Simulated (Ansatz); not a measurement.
**ZrSe$_{2}$: single-point calculation**

The run: single-point calculation of ZrSe$_{2}$ (P-3m1, 3 atoms in the cell). Method and program: DFT, PBE, plane waves, PAW, no spin polarisation (Ansatz 0.2.0).

The structure was built on a prototype by a generator; it need not be a known phase. Some settings of this run were made unusual or wrong on purpose. Figures and captions count atoms from 1; the log counts them from 0 in places.

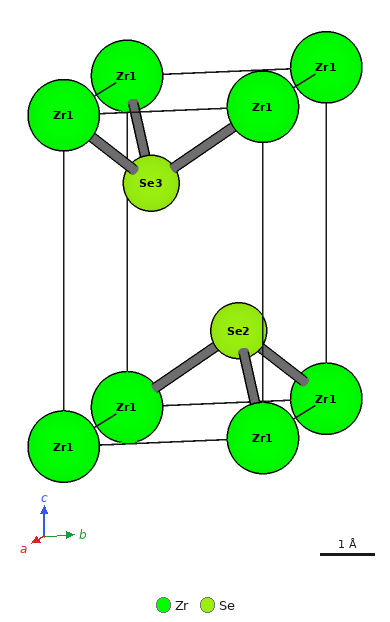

*The structure as given in the input (ball-and-stick view of the cell of the calculation, seen slightly off an axis; atoms are numbered from 1 in the order of the input). An atom can appear more than once, as a periodic image.*

Near neighbours in the periodic cell (some may lie outside the picture): Zr has 6 Se at 2.70 Å; Se has 3 Zr at 2.70 Å.

**What the run reported**

```csv
quantity,value
outcome,converged
space group (tolerance 0.01 Å),P-3m1 (164)
electrons treated,44
free energy,−15116.4355 eV
Fermi energy,9.871 eV
pressure,24.17 GPa
largest force (length of the vector),4.163 eV/Å
hardware,"4 threads of Arm Neoverse V2, 24 GiB of memory available, shared host"
peak memory,0.3 GiB
```

A setting was made wrong on purpose: one k-point for a small cell (`kpoints.mp_grid.grid`). One point cannot sample the zone of a small cell. The program still converged, but the numbers can't be taken as results for the intended system.

**Input file**
```yaml
crystal:
  lattice:
    - [3.773411074112, 2.857994922264e-11, 7.098757415102e-19]
    - [-1.886705537081, 3.267869849088, -1.419751483039e-18]
    - [1.145176903775e-18, -1.983504580993e-18, 6.272962281324]
  atoms:
    - { symbol: Zr, position: [-9.073244266851e-36, -9.724673896047e-36, 1.957702525385e-35] }
    - { symbol: Se, position: [0.3333333333333, 0.6666666666667, 0.2534160671809] }
    - { symbol: Se, position: [0.6666666666667, 0.3333333333333, 0.7465839328191] }
basis:
  ecutwfc: 420
  ecutrho_ratio: 4
kpoints:
  mp_grid: { grid: [1, 1, 1] }
hamiltonian:
  xc: pbe
scf:
  occupations: { method: gaussian, width: 0.05 }
  max_iter: 60
output:
  forces: true
  stress: true
```

Launched with:
```bash
ansatz run input.yaml --threads 4 --pin off --max-ram 8192MiB --backend cpu --events-out ev --progress --plain --runs-dir out
```

**Log**
```
Engine: ansatz 0.2.0, aarch64-unknown-linux-gnu
Pseudopotentials: kind: paw
Pseudopotential: Zr, paw, valence charge 12, recommended cutoff 420 eV (normal), Zr.paw.azcp
Pseudopotential: Se, paw, valence charge 16, recommended cutoff 420 eV (normal), Se.paw.azcp
Functional definition: PBE
  parameter kappa = 0.804
  parameter beta = 0.06672455060314922
  exchange = pbe_x(kappa = kappa, mu = beta*pi^2/3)
  correlation = pbe_c(beta = beta)
Crystal: 3 atoms, lattice volume = 77.352 Å³
Basis set: ecut = 420 eV, 1521 PW (Γ), exchange–correlation on 54×54×90 points (8 copies of the dense FFT grid, shifted against one another)
Bands: 26, of which v1, the nominal top of the filled ones, is band 22 counted from 1 (21 counted from 0)
Symmetry: 12 space group operations
Space group: P-3m1 (ITA 164), of the structure as read, at distance tolerance 4.3e-5 Å
k-points: 1
Non-local potential: Zr, projectors of the file, l = 0: 3, l = 1: 2, l = 2: 2, l = 3: 2
Non-local potential: Se, projectors of the file, l = 0: 2, l = 1: 2, l = 2: 3, l = 3: 1
PAW form: soft (Blöchl's): semilocal exchange-correlation on the pseudo side does not see the compensation charge
PAW one-centre angular grid: Zr, 590 points (default); XC on 64 Gauss nodes
PAW one-centre angular grid: Se, 590 points (default); XC on 64 Gauss nodes
Initial density: superposition of atomic densities (neutral atoms: chi_scale 0, normalization atom), corrected by the library's trained network
Initial wavefunctions: pseudopotential atomic-orbital guess
Functional: x = pbe(κ = 0.804, μ = 0.2195149727645171), c = pbe(β = 0.06672455060314922)
SCF iter   1: F=—  HF=-15116.925622 eV  |F-HF|=—  |Δ(HF+E_count)|=         —  Δρ=4.34e-2  dr2=2.24e0  ethr=1.77e-3  ⟨swp⟩=5.0  Hψ=102  notcnv=0
preconditioner: auto → Resta (q_TF=auto, 2.483 Å⁻¹)  ε∞=8.1  [insulator: Δε(μ)=1.094 eV  Ē_g=6.355 eV  σ=0.050 eV  W_gap=1.00  n_scr=22 (ndim 8)  ℏωp=16.9 eV  f_vac=0.063  D(μ)=0.00/eV (n_scr^D=0)  ε∞_Penn≈8.1]
SCF iter   2: F=—  HF=-15116.504109 eV  |F-HF|=—  |Δ(HF+E_count)|=   4.22e-1  Δρ=2.61e-2  dr2=8.61e-1  ethr=1.77e-3  ⟨swp⟩=2.0  Hψ=43  notcnv=0
SCF iter   3: F=—  HF=-15116.428033 eV  |F-HF|=—  |Δ(HF+E_count)|=   7.61e-2  Δρ=7.41e-3  dr2=6.85e-2  ethr=1.77e-3  ⟨swp⟩=2.0  Hψ=38  notcnv=0
SCF iter   4: F=—  HF=-15116.428281 eV  |F-HF|=—  |Δ(HF+E_count)|=   2.48e-4  Δρ=3.16e-3  dr2=7.45e-3  ethr=1.56e-4  ⟨swp⟩=2.0  Hψ=51  notcnv=0
SCF iter   5: F=—  HF=-15116.435025 eV  |F-HF|=—  |Δ(HF+E_count)|=   6.74e-3  Δρ=6.53e-4  dr2=3.19e-4  ethr=1.69e-5  ⟨swp⟩=2.0  Hψ=46  notcnv=0
SCF iter   6: F=—  HF=-15116.435630 eV  |F-HF|=—  |Δ(HF+E_count)|=   6.06e-4  Δρ=1.66e-4  dr2=2.79e-5  ethr=7.24e-7  ⟨swp⟩=3.0  Hψ=47  notcnv=0
SCF iter   7: F=—  HF=-15116.435530 eV  |F-HF|=—  |Δ(HF+E_count)|=   1.01e-4  Δρ=5.11e-5  dr2=2.17e-6  ethr=6.34e-8  ⟨swp⟩=2.0  Hψ=47  notcnv=0
SCF iter   8: F=—  HF=-15116.435534 eV  |F-HF|=—  |Δ(HF+E_count)|=   4.03e-6  Δρ=1.39e-5  dr2=1.50e-7  ethr=4.93e-9  ⟨swp⟩=3.0  Hψ=54  notcnv=0
SCF iter   9: F=-15116.435534 eV  HF=-15116.435534 eV  |F-HF|=2.54e-8  |Δ(HF+E_count)|=   3.50e-7  Δρ=3.34e-6  dr2=9.48e-9  ethr=2.27e-10  ⟨swp⟩=5.0  Hψ=83  notcnv=0
SCF 1 converged in 9 iterations: F = -15116.435534 eV  dr2 = 9.48e-9
  greatest PAW one-centre occupation: 1.000 electrons in one spin orbital (limit 2), on the Se atom at site 1 (counted from 0), in its partial waves of l = 2
SCF converged after 9 iterations
Free energy (F): -15116.435534 eV
Harris-Foulkes:  -15116.435534 eV  (|F-HF|=2.54e-8)
Internal energy: -15116.435534 eV  (E = F + TS)
E sigma→0 (E₀):  -15116.435534 eV
Fermi energy:    9.870966 eV
--- Per-component energies (eV) ---
  E_band       = -839.677838
  E_kinetic    = 592.321933
  E_local      = -5922.132841  (includes V_loc(G=0)·N_el)
  E_nonlocal   = -1118.284372
  E_hartree    = 2818.942428
  E_xc         = -375.912129
  E_vxc        = -394.735175  (∫ρ·V_xc dr)
  E_paw        = -6772.764212  (= ΣΔE_a)
  E_vpaw       = 365.270083  (= ΣTr[D̂ρ^β])
  E_aug_tail   = -0.001177  (compensation charges beyond the density's cutoff)
  E_ewald      = -4338.605163
  E_smearing   = -0.000000  (= −TS)
  E_closure    = -0.000000  (closes the sum)
  Σ components = -15116.435534   (vs F -15116.435534, Δ=0.00e0)
--- Forces (eV/Å), atoms counted from 1 ---
  atom   1  Zr     0.00000000     0.00000000     0.00000000
  atom   2  Se     0.00000000    -0.00000000    -4.16335416
  atom   3  Se    -0.00000000     0.00000000     4.16335416
  max |Σ_I F_I| component: 5.39e-27 eV/Å
--- Stress (GPa, compression-positive) ---
       35.476167       0.000000       0.000000
        0.000000      35.476167       0.000000
        0.000000       0.000000       1.565541
  P = ⅓ Tr σ = 24.1726 GPa (241.726 kbar)
```
